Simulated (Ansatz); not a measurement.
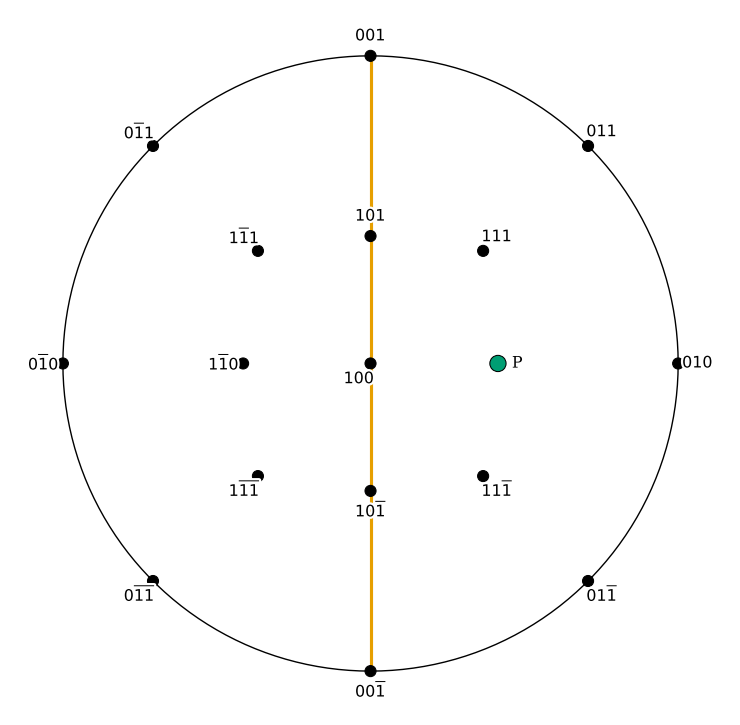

Crystal: SiC, the geometry relaxed with DFT PBE, scalar-relativistic, plane waves, PAW (Ansatz 0.2.0); the starting structure was generated, so it need not be a known form of this composition. Stereographic projection of plane normals (upper hemisphere) centred on (1 0 0). Symmetry computed with spglib at a tolerance of 0.002 Å; standard conventional cell.

a = 6.283 Å, b = 6.283 Å, c = 6.283 Å, α = 90.00°, β = 90.00°, γ = 90.00°.

Question: Index the pole marked P.

Answer: P is (1 1 0), 45.0° from the centre.

Question: Which zone does the coloured great circle trace?

Answer: The zone [0 1 0]: its poles satisfy k = 0.

Question: What is the angle between the normals of (1 1 −1) and (0 0 1), and what are their d_hkl = 1/|g|?

Answer: 125.3°; d = 3.627 Å and 6.283 Å.
